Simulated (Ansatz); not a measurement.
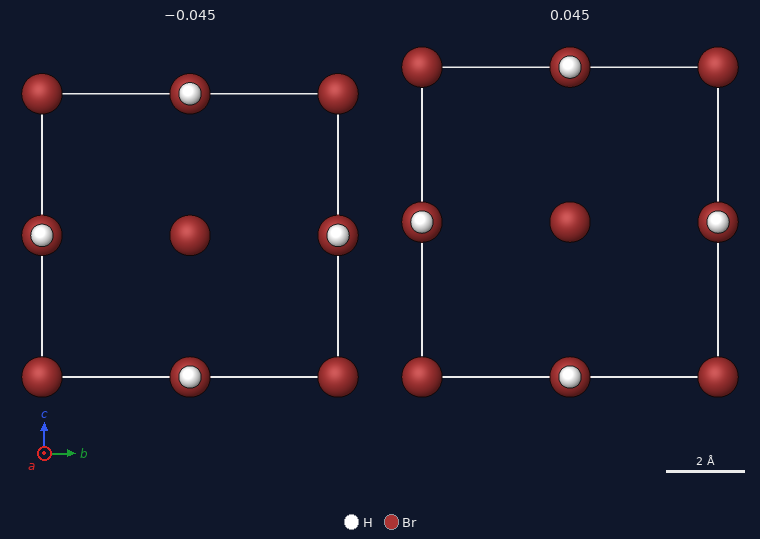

Solid HBr (set up in Fmmm), under strain along c alone (the other axes held, atoms fixed by symmetry), with energies (extrapolated to zero smearing) counted from the relaxed crystal, which is the row at zero. The picture shows the first and the last member. The picture is a ball-and-stick view of the cell of the calculation, seen along the a axis.

Computed with Ansatz 0.2.0: DFT r2SCAN, scalar-relativistic, plane waves, PAW. Set-up: plane-wave cutoff 500 eV; k-point mesh 8 × 4 × 4; occupations gaussian; smearing width 0.02 eV; no spin polarisation.

```
strain  energy (meV/atom)  a (Å)  b (Å)  c (Å)
−0.045               1.40  3.337  7.594  7.264
 −0.03                  ?      ?      ?      ?
−0.015               0.13  3.337  7.594  7.492
   0.0               0.00  3.337  7.594  7.606
 0.015               0.11  3.337  7.594  7.720
  0.03               0.41  3.337  7.594  7.834
 0.045               0.85  3.337  7.594  7.948
```

Estimate the missing row from the others, and compare with the calculation.

A parabola through three neighbouring rows (−0.045, −0.015, 0.0) gives, with Lagrange weights, (0.3333)(1.40) + (1.0000)(0.13) + (−0.3333)(0.00) = 0.60 meV/atom. The calculation gives 0.57 meV/atom (a = 3.337 Å, b = 7.594 Å, c = 7.378 Å). The estimate is 0.03 meV/atom too high.

The whole series:

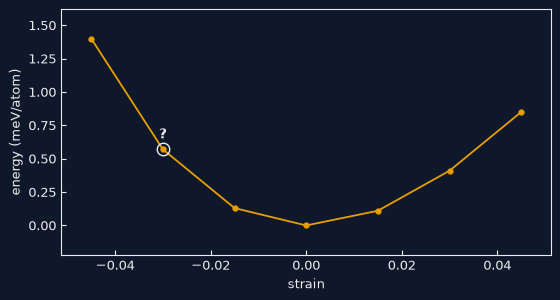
